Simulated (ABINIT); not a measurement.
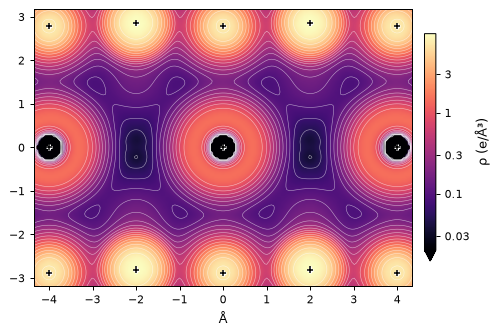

The valence electron density on a plane through atoms (crosses mark nuclei in the plane).

Theory: ABINIT 10.8.3, Kohn-Sham DFT of a periodic cell, LDA, JTH PAW LDA v2.0.

Candidates:
A. MgO$_{2}$, a = 4.83 Å, b = 4.83 Å, c = 4.83 Å, α = 90.00°, β = 90.00°, γ = 90.00°. Space group Pa-3; a structure from a database of computed crystals, not necessarily the ambient phase; not relaxed (largest force 0.6 eV/Å); computed pressure about −5 GPa in this cell.
B. BaTiO$_{3}$, a = 4.00 Å, b = 4.00 Å, c = 4.02 Å, α = 90.00°, β = 90.00°, γ = 90.00°. Space group P4mm; not relaxed (largest force 0.6 eV/Å); computed pressure about −7 GPa in this cell.

> Which system is this?

Candidate B: BaTiO$_{3}$ on the (011) plane of the conventional cell, which holds Ba, Ti and O. Ba–O (2.79 Å): the density is about 0.21 e/Å³ at the midpoint. Ti–O (2.00 Å): ρ is about 0.63 e/Å³ halfway.
